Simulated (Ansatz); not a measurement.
## Geometry relaxation, with input and output: Mg (part 1 of 2)

The run: geometry relaxation of Mg (2 atoms in the cell). Method and program: DFT PBE, scalar-relativistic, plane waves, PAW, spin-polarised (Ansatz 0.2.0).

The structure derives from a Materials Project entry. It belongs to a series of runs on one base structure; here: strip chain of atoms. Figures and captions count atoms from 1; the log counts them from 0 in places.

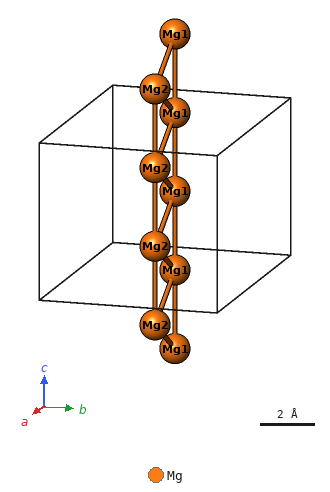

The input geometry (ball-and-stick view of the 2 repeat of the cell, with the vacuum cut short, seen slightly off an axis; bonded neighbours outside the cell are drawn too; atoms are numbered from 1 in the order of the input). Near neighbours in the crystal (not all of them lie inside the picture): Mg has 4 Mg at 3.01 to 3.05 Å.

### Results in brief

- outcome: converged
- electrons treated: 20
- free energy: −3845.6237 eV
- Fermi energy: −1.742 eV
- gap on the k-point mesh: none (metallic)
- net moment of the cell: 0.36 μB
- integrated absolute moment: 0.37 μB
- final volume: 328.00 Å³
- largest force (length of the vector) at the end: 0.005 eV/Å
- hardware: 2 threads of Intel Xeon @ 2.50GHz (Skylake/Cascade Lake), 128 GiB of memory available, shared host
- wall time: 40 s (CPU time 73 s)
- peak memory: 0.63 GiB

### Notes

The program warns: the exchange-correlation potential is rough where the density is thin.

### Input file
```yaml
crystal:
  lattice:
    - [11.6, 0.0, 0.0]
    - [0.0, 9.3, 0.0]
    - [0.0, 0.0, 3.0505805441]
  atoms:
    - { symbol: Mg, position: [0.3883570881, 0.5, 0.0], spin: 0.5 }
    - { symbol: Mg, position: [0.6116429119, 0.5, 0.5], spin: 0.5 }
basis:
  ecutwfc: 420
kpoints:
  mp_grid: { grid: [1, 1, 21] }
hamiltonian:
  xc: pbe
scf:
  occupations: { method: gaussian, width: 0.05 }
output:
  forces: true
  stress: true
  eigenvalues: true
  populations: true
  write_density: true
  write_potential: true
  elf: true
  volumetric_format: npy
magnetization:
  spin_polarized: true
relax:
  adjacent_minimum: "off"
  f_tol: 0.01
  max_steps: 45
  cell: { fix: [a, b, alpha, beta, gamma], stress_tol: 0.03 }
```

Command:
```bash
ansatz run input.yaml --threads 2 --pin off --max-ram 5120MiB --backend cpu --events-out ev --progress --plain --runs-dir out
```

### What the program printed
```
Engine: ansatz 0.2.0, x86_64-unknown-linux-gnu
Pseudopotentials: kind: paw
Pseudopotential: Mg, paw, valence charge 10, recommended cutoff 420 eV (normal), Mg.paw.azcp
Functional definition: PBE
  parameter kappa = 0.804
  parameter beta = 0.06672455060314922
  exchange = pbe_x(kappa = kappa, mu = beta*pi^2/3)
  correlation = pbe_c(beta = beta)
Crystal: 2 atoms, lattice volume = 329.097 Å³
Basis set: ecut = 420 eV, 6395 PW (Γ), exchange–correlation on 160×128×48 points (8 copies of the dense FFT grid, shifted against one another)
Bands: 15, of which v1, the nominal top of the filled ones, is band 10 counted from 1 (9 counted from 0)
Symmetry: 8 space group operations
Space group: Pmma (ITA 51), of the structure as read, at distance tolerance 6.9e-5 Å
Magnetic group: BNS 51.289 (UNI 387), of the structure as read, at distance tolerance 6.9e-5 Å
k-points: 11 of 21
Non-local potential: Mg, projectors of the file, l = 0: 3, l = 1: 2, l = 2: 1
PAW form: soft (Blöchl's): semilocal exchange-correlation on the pseudo side does not see the compensation charge
PAW one-centre angular grid: Mg, 110 points (default); XC on 64 Gauss nodes
Initial density: superposition of atomic densities (neutral atoms: chi_scale 0, normalization atom)
Starting moments: Σ|m| = 1 μB on 2 of 2 sites
Initial wavefunctions: pseudopotential atomic-orbital guess
Functional: x = pbe(κ = 0.804, μ = 0.2195149727645171), c = pbe(β = 0.06672455060314922)
iter 1 solved again at ethr=2.82e-3 eV; its pass at ethr=3.10e-3 eV (dr2=5.64e-1 eV) is discarded
SCF iter   1: F=—  HF=-3845.540433 eV  |F-HF|=—  |Δ(HF+E_count)|=         —  Δρ=1.91e-2 (↑1.91e-2 ↓1.83e-2)  dr2=5.94e-1  dr2_m=1.01e0  M=0.241 μB ∫|m|=0.243 μB  β_m=0.30  ethr=2.82e-3  ⟨swp⟩=1.0  Hψ=2542  notcnv=0
preconditioner: auto → LDOS  [metal: Δε(μ)=0.010 eV  Ē_g=4.729 eV  σ=0.050 eV  W_gap=0.11  n_scr=22 (ndim 8)  ℏωp=4.1 eV  f_vac=0.661  D(μ)=4.31/eV (n_scr^D=20)]
spin=Collinear: LDOS preconditioning applied to the charge; magnetization (m = ρ↑ − ρ↓) channel mixes plain (no charge-response kernel on spin).
SCF iter   2: F=—  HF=-3845.563547 eV  |F-HF|=—  |Δ(HF+E_count)|=   2.31e-2  Δρ=1.35e-2 (↑1.35e-2 ↓1.30e-2)  dr2=3.23e-1  dr2_m=5.05e-1  M=0.246 μB ∫|m|=0.246 μB  β_m=0.30  ethr=2.82e-3  ⟨swp⟩=2.0  Hψ=435  notcnv=0
SCF iter   3: F=—  HF=-3845.461471 eV  |F-HF|=—  |Δ(HF+E_count)|=   1.02e-1  Δρ=9.40e-3 (↑9.20e-3 ↓9.40e-3)  dr2=3.03e-2  dr2_m=2.53e-1  M=0.230 μB ∫|m|=0.231 μB  β_m=0.30  ethr=1.62e-3  ⟨swp⟩=3.2  Hψ=526  notcnv=0
SCF iter   4: F=—  HF=-3845.562249 eV  |F-HF|=—  |Δ(HF+E_count)|=   1.01e-1  Δρ=6.56e-3 (↑6.53e-3 ↓6.56e-3)  dr2=6.84e-3  dr2_m=1.27e-1  M=0.227 μB ∫|m|=0.228 μB  β_m=0.30  ethr=1.52e-4  ⟨swp⟩=2.0  Hψ=603  notcnv=0  defer=9
SCF iter   5: F=—  HF=-3845.595557 eV  |F-HF|=—  |Δ(HF+E_count)|=   3.33e-2  Δρ=4.64e-3 (↑4.64e-3 ↓4.59e-3)  dr2=1.80e-3  dr2_m=6.37e-2  M=0.220 μB ∫|m|=0.221 μB  β_m=0.30  ethr=3.42e-5  ⟨swp⟩=2.0  Hψ=466  notcnv=0  defer=9
SCF iter   6: F=—  HF=-3845.608225 eV  |F-HF|=—  |Δ(HF+E_count)|=   1.27e-2  Δρ=3.28e-3 (↑3.23e-3 ↓3.28e-3)  dr2=6.12e-4  dr2_m=3.19e-2  M=0.228 μB ∫|m|=0.230 μB  β_m=0.30  ethr=9.00e-6  ⟨swp⟩=2.5  Hψ=554  notcnv=0  defer=9
SCF iter   7: F=—  HF=-3845.610855 eV  |F-HF|=—  |Δ(HF+E_count)|=   2.63e-3  Δρ=2.32e-3 (↑2.29e-3 ↓2.32e-3)  dr2=7.43e-5  dr2_m=1.60e-2  M=0.230 μB ∫|m|=0.232 μB  β_m=0.30  ethr=3.06e-6  ⟨swp⟩=1.9  Hψ=406  notcnv=0  defer=9
SCF iter   8: F=—  HF=-3845.612979 eV  |F-HF|=—  |Δ(HF+E_count)|=   2.12e-3  Δρ=1.64e-3 (↑1.64e-3 ↓1.62e-3)  dr2=7.14e-6  dr2_m=8.01e-3  M=0.233 μB ∫|m|=0.235 μB  β_m=0.30  ethr=3.72e-7  ⟨swp⟩=2.0  Hψ=524  notcnv=0  defer=9
Mixer restart at iter 8: flushing history
spin-set hold released at iteration 8 (site moments contracting): the magnetisation degrees of freedom join the quasi-Newton model from the next iteration; the mixer history was flushed
SCF iter   9: F=—  HF=-3845.613851 eV  |F-HF|=—  |Δ(HF+E_count)|=   8.72e-4  Δρ=1.16e-3 (↑1.16e-3 ↓1.15e-3)  dr2=1.09e-5  dr2_m=4.01e-3  M=0.238 μB ∫|m|=0.240 μB  β_m=0.65  ethr=3.57e-8  ⟨swp⟩=2.0  Hψ=551  notcnv=0  defer=9
SCF iter  10: F=—  HF=-3845.614969 eV  |F-HF|=—  |Δ(HF+E_count)|=   1.12e-3  Δρ=6.85e-5 (↑5.85e-5 ↓6.85e-5)  dr2=3.86e-5  dr2_m=1.05e-5  M=0.261 μB ∫|m|=0.265 μB  β_m=0.82  ethr=3.57e-8  ⟨swp⟩=3.0  Hψ=633  notcnv=0  defer=9
SCF iter  11: F=—  HF=-3845.615116 eV  |F-HF|=—  |Δ(HF+E_count)|=   1.47e-4  Δρ=6.82e-5 (↑5.92e-5 ↓6.82e-5)  dr2=3.12e-5  dr2_m=1.09e-5  M=0.276 μB ∫|m|=0.281 μB  β_m=0.91  ethr=3.57e-8  ⟨swp⟩=2.4  Hψ=413  notcnv=0  defer=9
SCF iter  12: F=—  HF=-3845.616258 eV  |F-HF|=—  |Δ(HF+E_count)|=   1.14e-3  Δρ=1.24e-4 (↑1.24e-4 ↓8.89e-5)  dr2=3.15e-5  dr2_m=3.31e-5  M=0.359 μB ∫|m|=0.366 μB  β_m=0.96  ethr=3.57e-8  ⟨swp⟩=3.3  Hψ=592  notcnv=0  defer=9
SCF iter  13: F=—  HF=-3845.616768 eV  |F-HF|=—  |Δ(HF+E_count)|=   5.10e-4  Δρ=1.03e-4 (↑1.03e-4 ↓6.13e-5)  dr2=4.11e-5  dr2_m=1.95e-5  M=0.376 μB ∫|m|=0.382 μB  β_m=0.98  ethr=3.57e-8  ⟨swp⟩=3.6  Hψ=549  notcnv=0  defer=9
SCF iter  14: F=—  HF=-3845.616981 eV  |F-HF|=—  |Δ(HF+E_count)|=   2.12e-4  Δρ=8.17e-5 (↑8.17e-5 ↓3.21e-5)  dr2=6.00e-5  dr2_m=8.60e-6  M=0.379 μB ∫|m|=0.386 μB  β_m=0.99  ethr=3.57e-8  ⟨swp⟩=3.0  Hψ=430  notcnv=0  defer=9
SCF iter  15: F=—  HF=-3845.616649 eV  |F-HF|=—  |Δ(HF+E_count)|=   3.32e-4  Δρ=9.88e-5 (↑9.36e-5 ↓9.88e-5)  dr2=7.42e-6  dr2_m=2.75e-5  M=0.372 μB ∫|m|=0.378 μB  β_m=0.87  ethr=3.57e-8  ⟨swp⟩=3.0  Hψ=587  notcnv=0  defer=9
SCF iter  16: F=—  HF=-3845.616811 eV  |F-HF|=—  |Δ(HF+E_count)|=   1.62e-4  Δρ=7.98e-5 (↑7.81e-5 ↓7.98e-5)  dr2=1.15e-6  dr2_m=1.87e-5  M=0.376 μB ∫|m|=0.382 μB  β_m=0.93  ethr=3.57e-8  ⟨swp⟩=2.0  Hψ=373  notcnv=0  defer=9
SCF iter  17: F=—  HF=-3845.616946 eV  |F-HF|=—  |Δ(HF+E_count)|=   1.35e-4  Δρ=6.37e-5 (↑5.86e-5 ↓6.37e-5)  dr2=9.76e-6  dr2_m=1.08e-5  M=0.378 μB ∫|m|=0.385 μB  β_m=0.35  ethr=5.73e-9  ⟨swp⟩=3.5  Hψ=565  notcnv=0  defer=9
SCF iter  18: F=—  HF=-3845.617073 eV  |F-HF|=—  |Δ(HF+E_count)|=   1.27e-4  Δρ=1.13e-5 (↑1.13e-5 ↓1.13e-5)  dr2=5.42e-8  dr2_m=3.78e-7  M=0.380 μB ∫|m|=0.388 μB  β_m=0.74  ethr=5.73e-9  ⟨swp⟩=3.5  Hψ=599  notcnv=0  defer=9
SCF iter  19: F=—  HF=-3845.617030 eV  |F-HF|=—  |Δ(HF+E_count)|=   4.30e-5  Δρ=4.22e-5 (↑4.00e-5 ↓4.22e-5)  dr2=7.21e-6  dr2_m=4.73e-6  M=0.381 μB ∫|m|=0.389 μB  β_m=0.74  ethr=2.71e-10  ⟨swp⟩=16.6  Hψ=2880  notcnv=0
SCF iter  20: F=—  HF=-3845.617077 eV  |F-HF|=—  |Δ(HF+E_count)|=   4.65e-5  Δρ=3.23e-6 (↑3.07e-6 ↓3.23e-6)  dr2=3.28e-8  dr2_m=2.77e-8  M=0.380 μB ∫|m|=0.388 μB  β_m=0.87  ethr=2.71e-10  ⟨swp⟩=8.6  Hψ=2411  notcnv=0
SCF iter  21: F=—  HF=-3845.617077 eV  |F-HF|=—  |Δ(HF+E_count)|=   2.76e-7  Δρ=6.24e-7 (↑6.03e-7 ↓6.24e-7)  dr2=1.66e-9  dr2_m=1.06e-9  M=0.380 μB ∫|m|=0.388 μB  β_m=0.84  ethr=1.64e-10  ⟨swp⟩=11.0  Hψ=1915  notcnv=0
SCF iter  22: F=—  HF=-3845.617077 eV  |F-HF|=—  |Δ(HF+E_count)|=   8.18e-9  Δρ=1.78e-7 (↑1.76e-7 ↓1.78e-7)  dr2=1.30e-10  dr2_m=8.88e-11  M=0.380 μB ∫|m|=0.388 μB  β_m=0.83  ethr=8.29e-12  ⟨swp⟩=10.6  Hψ=1827  notcnv=0
SCF iter  23: F=-3845.617077 eV  HF=-3845.617077 eV  |F-HF|=2.04e-9  |Δ(HF+E_count)|=  7.59e-10  Δρ=2.15e-8 (↑2.15e-8 ↓1.66e-8)  dr2=4.59e-12  dr2_m=9.01e-13  M=0.380 μB ∫|m|=0.388 μB  ethr=1.00e-12  ⟨swp⟩=10.1  Hψ=1696  notcnv=0
SCF 1 converged in 23 iterations: F = -3845.617077 eV  dr2 = 4.59e-12
  greatest PAW one-centre occupation: 1.000 electrons in one spin orbital (limit 2), on the Mg atom at site 1 (counted from 0), in its partial waves of l = 0
relax step   1: F+E_penalty+E_count = -3845.61707690 eV  Δ(F+E_penalty+E_count) = +0.000e0 eV  max|allowed force component| = 1.512e-1 eV/Å  Δτ_max = 0.0000 Å  P = +0.066 GPa  Ω = 329.097 Å³  fix = [a, b, alpha, beta, gamma]  reactions: a +0.222, b +0.019 GPa  (23 SCF iters, accepted)
Crystal: 2 atoms, lattice volume = 328.276 Å³
Basis set: ecut = 420 eV, 6379 PW (Γ), exchange–correlation on 160×128×48 points (8 copies of the dense FFT grid, shifted against one another)
Initial density: handed on by an earlier stage of this run
Starting moments: Σ|m| = 1 μB on 2 of 2 sites; this step starts from the density that it was given
Initial wavefunctions: those handed on with the density
iter 1 solved again at ethr=3.45e-6 eV; its pass at ethr=3.10e-3 eV (dr2=6.90e-4 eV) is discarded
SCF iter   1: F=—  HF=-3845.615988 eV  |F-HF|=—  |Δ(HF+E_count)|=         —  Δρ=1.37e-3 (↑1.37e-3 ↓1.36e-3)  dr2=5.04e-4  dr2_m=5.55e-3  M=0.377 μB ∫|m|=0.386 μB  β_m=0.30  ethr=3.45e-6  ⟨swp⟩=3.1  Hψ=2361  notcnv=0
preconditioner: auto → LDOS  [metal: Δε(μ)=0.073 eV  Ē_g=4.474 eV  σ=0.050 eV  W_gap=0.49  n_scr=22 (ndim 8)  ℏωp=4.1 eV  f_vac=0.666  D(μ)=1.39/eV (n_scr^D=8)]
spin=Collinear: LDOS preconditioning applied to the charge; magnetization (m = ρ↑ − ρ↓) channel mixes plain (no charge-response kernel on spin).
SCF iter   2: F=—  HF=-3845.619322 eV  |F-HF|=—  |Δ(HF+E_count)|=   3.33e-3  Δρ=9.72e-4 (↑9.72e-4 ↓9.57e-4)  dr2=2.36e-4  dr2_m=2.77e-3  M=0.377 μB ∫|m|=0.386 μB  β_m=0.65  ethr=2.52e-6  ⟨swp⟩=2.8  Hψ=559  notcnv=0
SCF iter   3: F=—  HF=-3845.622707 eV  |F-HF|=—  |Δ(HF+E_count)|=   3.38e-3  Δρ=2.66e-5 (↑2.66e-5 ↓1.82e-5)  dr2=7.04e-6  dr2_m=7.13e-7  M=0.378 μB ∫|m|=0.386 μB  β_m=0.76  ethr=1.18e-6  ⟨swp⟩=2.0  Hψ=585  notcnv=0
SCF iter   4: F=—  HF=-3845.622724 eV  |F-HF|=—  |Δ(HF+E_count)|=   1.68e-5  Δρ=1.04e-5 (↑1.04e-5 ↓6.79e-6)  dr2=1.66e-6  dr2_m=8.13e-8  M=0.378 μB ∫|m|=0.386 μB  β_m=0.88  ethr=3.52e-8  ⟨swp⟩=2.0  Hψ=440  notcnv=0
iter 5 did not close the SCF: its close was put off for a magnetic moment that had not settled (scf_convergence_deferred on its scf_iter line)
SCF iter   5: F=-3845.622726 eV  HF=-3845.622726 eV  |F-HF|=5.34e-8  |Δ(HF+E_count)|=   2.35e-6  Δρ=1.90e-6 (↑1.42e-6 ↓1.90e-6)  dr2=6.70e-8  dr2_m=3.88e-9  M=0.378 μB ∫|m|=0.386 μB  β_m=0.94  ethr=1.00e-9  ⟨swp⟩=9.5  Hψ=2278  notcnv=0
iter 6 did not close the SCF: its close was put off for a magnetic moment that had not settled (scf_convergence_deferred on its scf_iter line)
SCF iter   6: F=-3845.622726 eV  HF=-3845.622726 eV  |F-HF|=1.87e-8  |Δ(HF+E_count)|=   4.42e-9  Δρ=5.94e-7 (↑5.94e-7 ↓5.34e-7)  dr2=7.65e-9  dr2_m=6.50e-11  M=0.378 μB ∫|m|=0.386 μB  β_m=0.97  ethr=3.35e-10  ⟨swp⟩=6.9  Hψ=2028  notcnv=0
SCF iter   7: F=-3845.622726 eV  HF=-3845.622726 eV  |F-HF|=9.22e-9  |Δ(HF+E_count)|=   3.61e-9  Δρ=1.96e-7 (↑1.96e-7 ↓1.80e-7)  dr2=4.30e-10  dr2_m=2.31e-11  M=0.378 μB ∫|m|=0.386 μB  ethr=3.82e-11  ⟨swp⟩=6.5  Hψ=1991  notcnv=0
SCF 2 converged in 7 iterations: F = -3845.622726 eV  dr2 = 4.30e-10
relax step   2: F+E_penalty+E_count = -3845.62272641 eV  Δ(F+E_penalty+E_count) = -5.650e-3 eV  max|allowed force component| = 5.913e-2 eV/Å  Δτ_max = 0.0263 Å  P = +0.042 GPa  Ω = 328.276 Å³  energy of the carried Pulay correction = +2.047e-6 eV  fix = [a, b, alpha, beta, gamma]  reactions: a +0.109, b +0.017 GPa  (7 SCF iters, dr2 threshold 2.00e-7 eV, accepted)
Crystal: 2 atoms, lattice volume = 327.998 Å³
iter 1 solved again at ethr=1.01e-6 eV; its pass at ethr=3.10e-3 eV (dr2=2.03e-4 eV) is discarded
SCF iter   1: F=—  HF=-3845.621070 eV  |F-HF|=—  |Δ(HF+E_count)|=         —  Δρ=8.60e-4 (↑8.60e-4 ↓8.60e-4)  dr2=1.63e-4  dr2_m=2.21e-3  M=0.368 μB ∫|m|=0.377 μB  β_m=0.30  ethr=1.01e-6  ⟨swp⟩=3.4  Hψ=2202  notcnv=0
preconditioner: auto → Resta (q_TF=auto, 1.712 Å⁻¹)  ε∞=1.8  [insulator: Δε(μ)=0.103 eV  Ē_g=4.486 eV  σ=0.050 eV  W_gap=0.56  n_scr=22 (ndim 8)  ℏωp=4.1 eV  f_vac=0.664  D(μ)=1.45/eV (n_scr^D=8)  ε∞_Penn≈1.8  vacuum switching on, ρ_ref=1.5e-3 e/Å³]
spin=Collinear: Resta preconditioning applied to the charge; magnetization (m = ρ↑ − ρ↓) channel mixes plain (no charge-response kernel on spin).
SCF iter   2: F=—  HF=-3845.622398 eV  |F-HF|=—  |Δ(HF+E_count)|=   1.33e-3  Δρ=6.10e-4 (↑6.10e-4 ↓6.03e-4)  dr2=5.45e-5  dr2_m=1.10e-3  M=0.368 μB ∫|m|=0.376 μB  β_m=0.65  ethr=8.13e-7  ⟨swp⟩=2.0  Hψ=456  notcnv=0
SCF iter   3: F=—  HF=-3845.623741 eV  |F-HF|=—  |Δ(HF+E_count)|=   1.34e-3  Δρ=2.56e-5 (↑1.86e-5 ↓2.56e-5)  dr2=4.02e-6  dr2_m=1.26e-6  M=0.366 μB ∫|m|=0.374 μB  β_m=0.61  ethr=2.73e-7  ⟨swp⟩=2.0  Hψ=561  notcnv=0
SCF iter   4: F=—  HF=-3845.623743 eV  |F-HF|=—  |Δ(HF+E_count)|=   1.63e-6  Δρ=6.16e-6 (↑5.77e-6 ↓6.16e-6)  dr2=2.21e-7  dr2_m=8.73e-8  M=0.366 μB ∫|m|=0.374 μB  β_m=0.81  ethr=2.01e-8  ⟨swp⟩=2.5  Hψ=452  notcnv=0
iter 5 did not close the SCF: its close was put off for a magnetic moment that had not settled (scf_convergence_deferred on its scf_iter line)
SCF iter   5: F=-3845.623743 eV  HF=-3845.623743 eV  |F-HF|=1.77e-8  |Δ(HF+E_count)|=   4.97e-7  Δρ=1.70e-6 (↑1.51e-6 ↓1.70e-6)  dr2=3.35e-8  dr2_m=6.07e-9  M=0.365 μB ∫|m|=0.373 μB  β_m=0.90  ethr=1.00e-9  ⟨swp⟩=11.5  Hψ=2168  notcnv=0
iter 6 did not close the SCF: its close was put off for a magnetic moment that had not settled (scf_convergence_deferred on its scf_iter line)
SCF iter   6: F=-3845.623743 eV  HF=-3845.623743 eV  |F-HF|=4.15e-9  |Δ(HF+E_count)|=   5.39e-8  Δρ=4.36e-7 (↑4.36e-7 ↓4.36e-7)  dr2=1.94e-9  dr2_m=4.90e-10  M=0.365 μB ∫|m|=0.373 μB  β_m=0.95  ethr=1.67e-10  ⟨swp⟩=7.3  Hψ=1887  notcnv=0
SCF iter   7: F=-3845.623743 eV  HF=-3845.623743 eV  |F-HF|=1.49e-8  |Δ(HF+E_count)|=   9.08e-9  Δρ=7.73e-8 (↑7.73e-8 ↓7.29e-8)  dr2=3.50e-11  dr2_m=8.84e-12  M=0.365 μB ∫|m|=0.373 μB  ethr=9.68e-12  ⟨swp⟩=6.0  Hψ=1866  notcnv=0
SCF 3 converged in 7 iterations: F = -3845.623743 eV  dr2 = 3.50e-11
```
